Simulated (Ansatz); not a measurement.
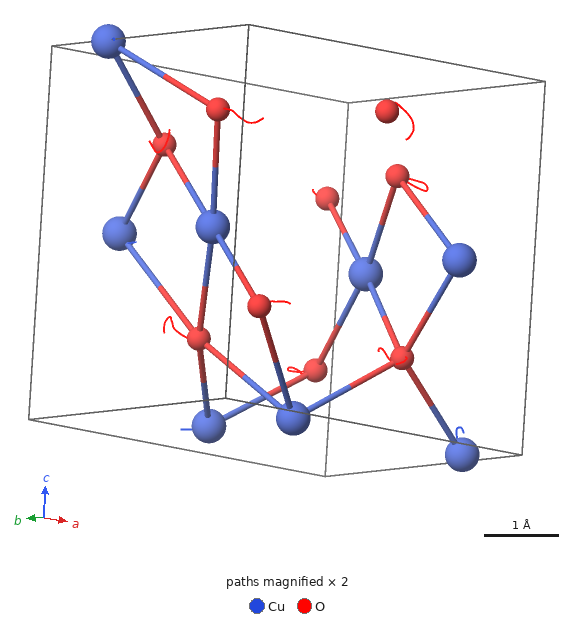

Molecular dynamics of CuO with an interstitial O (17 atoms in the cell), 60 fs long. Lines trace each atom's path, in the colour of its element; spheres stand at the starting positions. The excursions are magnified 2 times. Seen from a free direction in the simulation cell.

All numbers below come from DFT PBEsol, scalar-relativistic, plane waves, PAW in Ansatz 0.2.0. Settings: plane-wave cutoff 420 eV; k-point mesh 2 × 2 × 2; Fermi-Dirac smearing 0.02 eV; spin collinear; low-accuracy preset; Langevin thermostat (NVT); set temperature 840 K; time step 1 fs; friction 0.005 per fs.

Question: How do the atoms move?

Answer: Root-mean-square distances from the starting positions over the second half, with the common drift of all atoms taken out: O 0.20 Å, Cu 0.15 Å. The run lasts only 60 fs, too short to tell vibration from diffusion.

Limits of the set-up: the k-point mesh is coarse for a cell with partly filled bands; the program's low-accuracy preset was used; the periodic images lie only 5.1 Å apart, so the values are limited by the cell's size.

PAW datasets: the set soft_1.
